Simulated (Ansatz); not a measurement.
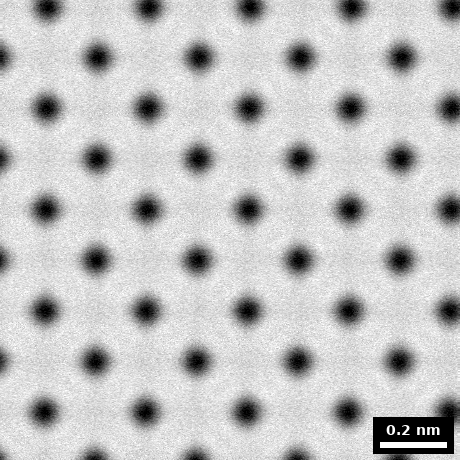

HRTEM-like image of Se (Fd-3m, No. 227) along [001]. Simulated in the weak-phase-object approximation with neutral-atom potentials: 300 kV, Cs = 20 µm, defocus −75 Å (negative is underfocus), defocus spread 12 Å, aperture 1.36 1/Å. Shot noise and a slight drift were added. Model: the end point of a relaxation with Ansatz, DFT, LDA (PW92), plane waves (420 eV) with PAW, scalar-relativistic; the starting structure was generated, so it need not be a known form of this composition.

### Do the atom columns appear dark or bright, and why?

Dark. With positive Cs and underfocus sin χ is negative over the pass band, so the strongest columns (Se) come out darker than the background.

### What point resolution do these settings give, and which lattice spacings pass?

About 0.7 Å (0.66 |Cs|^(1/4) λ^(3/4) with λ = 0.0197 Å). The spacings that carry visible contrast are {220} at 2.18 Å, {400} at 1.54 Å, {440} at 1.09 Å, {620} at 0.98 Å.
